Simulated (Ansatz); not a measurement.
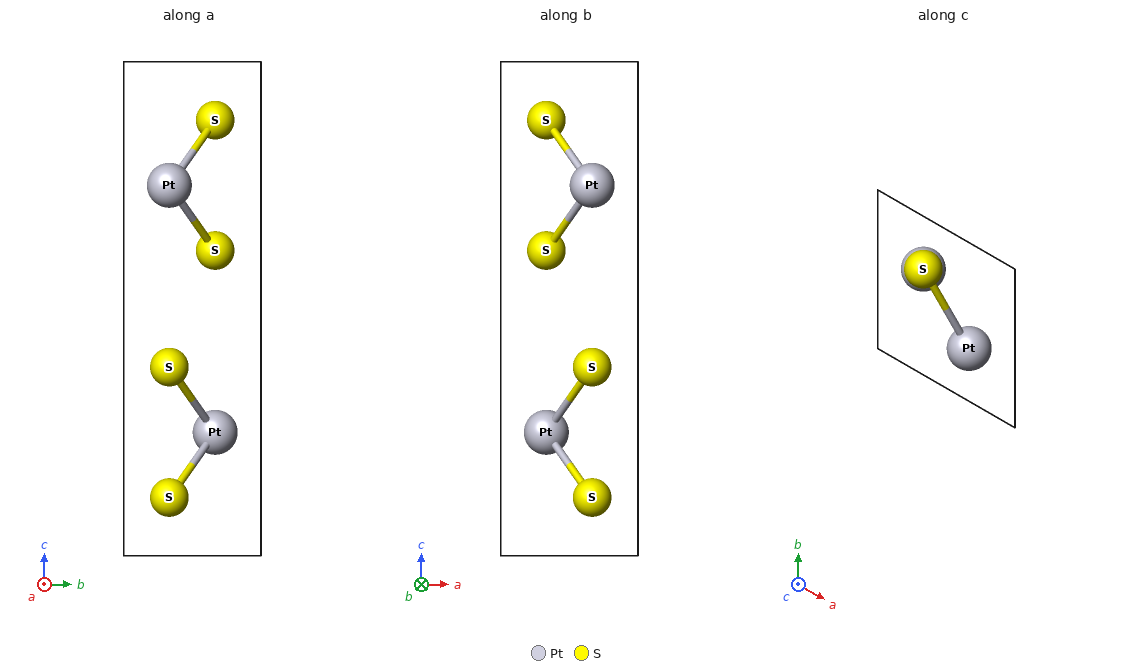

Shown here is a ball-and-stick view of the crystal, taken along the a axis, along the b axis and along the c axis. The wireframe shows the conventional unit cell.

Lattice parameters: a = 3.4401 Å, b = 3.4401 Å, c = 10.7117 Å, α = 90.000°, β = 90.000°, γ = 120.000°.

### Express the structure as a CIF in P1 with every atom of the cell, with free fractional coordinates to two decimals.

```cif
data_structure
_symmetry_space_group_name_H-M 'P 1'
_symmetry_Int_Tables_number 1
_cell_length_a 3.4401
_cell_length_b 3.4401
_cell_length_c 10.7117
_cell_angle_alpha 90.000
_cell_angle_beta 90.000
_cell_angle_gamma 120.000
_cell_volume 109.78
loop_
_atom_site_label
_atom_site_type_symbol
_atom_site_fract_x
_atom_site_fract_y
_atom_site_fract_z
_atom_site_occupancy
Pt1 Pt 0.3333 0.6667 0.25 1
Pt2 Pt 0.6667 0.3333 0.75 1
S1 S 0.6667 0.3333 0.38 1
S2 S 0.6667 0.3333 0.12 1
S3 S 0.3333 0.6667 0.88 1
S4 S 0.3333 0.6667 0.62 1
```

Source of the structure: a structure type filled with these elements by a generator (whether the compound takes this form wasn't checked). Earlier steps of the study may have refined or changed the cell and positions. An electronic-structure calculation with Ansatz was run on it.
